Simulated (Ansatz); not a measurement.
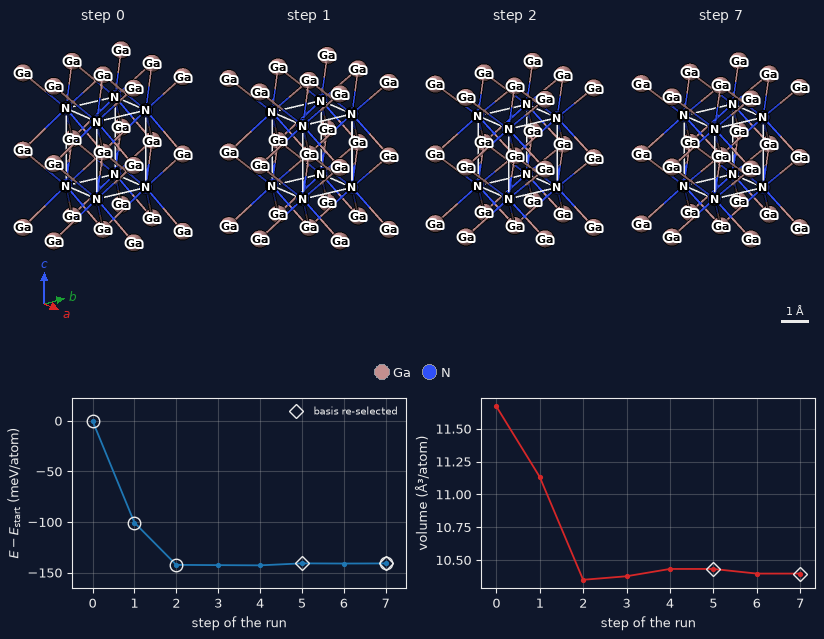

Frames of a relaxation of a crystal of GaN (a generated structure, set up in P-6m2) (coarse preliminary run), marked on the history of the run. The picture is a ball-and-stick view of the cell of the calculation, seen slightly off an axis.

Computed with DFT PBE, scalar-relativistic, plane waves, PAW in Ansatz. Settings: plane-wave cutoff 420 eV; k-point mesh 6 × 6 × 6; occupations gaussian; smearing width 0.1 eV; no spin polarisation; cell and atoms relaxed; force threshold 0.04 eV/Å; at most 70 steps.

Describe the path.

The atoms keep their places relative to the cell (all moves are under 0.005 Å). The drawn cell changes as follows: a = b 3.023 → 2.996 Å (−0.9 %), c 2.949 → 2.676 Å (−9.3 %); the volume changes by −10.9 %. Some distances before and after: Ga–N 2.285 → 2.187 Å. Among the angles between lasting bonds that change: Ga–N–Ga 80.4° → 75.4°, N–Ga–N 80.4° → 75.4°, N–Ga–N 82.8° → 86.5°. The space group stays P-6m2 (No. 187). The energy falls by 141 meV per atom in 5 accepted moves (7 points after the start). All forces vanish by symmetry, so only the cell relaxes. Pressure: −15.83 GPa at the start and 0.00 GPa at the end. The SCF was repeated twice at an unchanged geometry on a basis and grid sized afresh for the cell, which shifted the energy by 2.0 meV per atom at most. The run took 6.3 s on 1 thread of Intel(R) Xeon(R) Platinum 8488C (Sapphire Rapids), with other jobs on the host, peak memory 0.36 GiB. From step 0 to 1: volume −4.6 %, energy −100 meV per atom. From step 1 to 2: volume −7.0 %, energy −41.7 meV per atom. From step 2 to 7: volume +0.5 %, energy +1.4 meV per atom.
